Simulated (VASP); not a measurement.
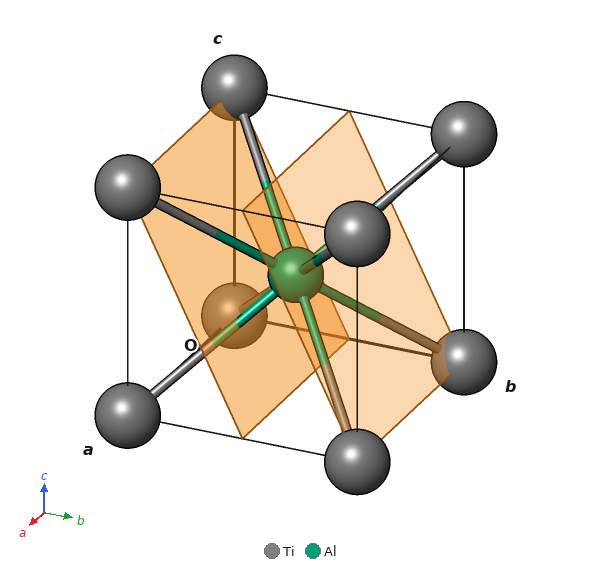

For TiAl, the end point of a relaxation with VASP, VASP Kohn-Sham DFT of a periodic cell, PBEsol, VASP PAW PBE potentials, recommended: every member of one family of equally spaced planes, hx + ky + lz = a whole number, that cuts the unit cell is shaded (one member passes through the origin O, touching the cell only at an edge or corner). All values are computed from the atomic coordinates in the standard setting (tolerance 0.002 Å).

a = 3.158 Å, b = 3.158 Å, c = 3.158 Å, α = 90.00°, β = 90.00°, γ = 90.00°.

Index the planes.

(0 2 1); the opposite sign names the same planes. The member next to the origin meets the axes a never, b at 1/2, c at 1.

What is the spacing?

d = 1.412 Å.

Which atoms of the cell lie in these planes (within 0.03 Å)?

The Ti atom.
